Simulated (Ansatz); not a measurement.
System: rocksalt CaO, space group Fm-3m (No. 225), 2 atoms in the primitive cell, relaxed with r2SCAN; cubic a = 4.795 Å. Starting point: PBE, Ansatz PAW set, no spin polarisation, no spin-orbit coupling, 6×6×6 k mesh, 420 eV cutoff, fixed occupations (Ansatz). Many-body step: G0W0 with empty bands 82, screening cutoff 120 eV and frequency treatment contour deformation.

In PBE the smallest gap over these k points is 3.65 eV, with direct gaps of 4.02 eV at X, 4.51 eV at (0.00, 0.33, 0.33) and 4.79 eV at Γ.

### What does G0W0 give?

Over the k points that were corrected, the smallest gap goes from 3.65 eV in PBE (Γ to X) to 5.78 eV in G0W0 (Γ to X), a change of +2.13 eV (+58 %). Counted from the valence top, the lowest empty level moves by +2.13 eV at X, +2.21 eV at (0.00, 0.33, 0.33) and +1.49 eV at Γ; over the 11 points that were corrected the shifts run from +1.49 to +2.56 eV: a spread of 1.07 eV on a mean of 2.21 eV, so one scissor shift doesn't describe this level. Only two empty levels a point were corrected, so a higher one could drop under them. The top filled level also moves against the valence top, by −0.15 eV at (0.17, −0.50, −0.33). The quasiparticle weight (renormalisation factor) lies between 0.75 and 0.83 for the top filled and first empty levels.

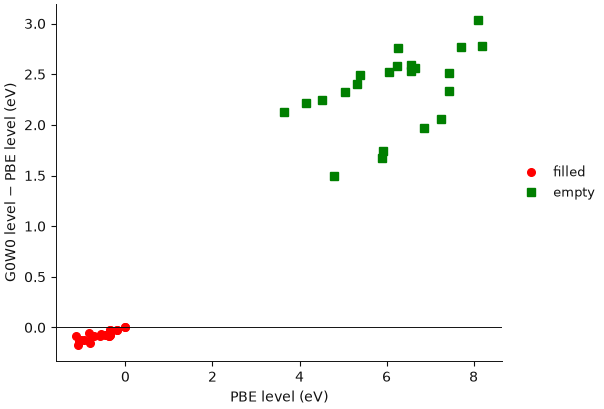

Change of each level from PBE to G0W0 against its PBE energy, both sets counted from their own valence top.

| k point | PBE direct gap (eV) | G0W0 direct gap (eV) |
| --- | --- | --- |
| X | 4.02 | 6.23 |
| (0.00, 0.33, 0.33) | 4.51 | 6.79 |
| Γ | 4.79 | 6.28 |

Bands, cutoffs and mesh are finite, so these values aren't at the basis limit.
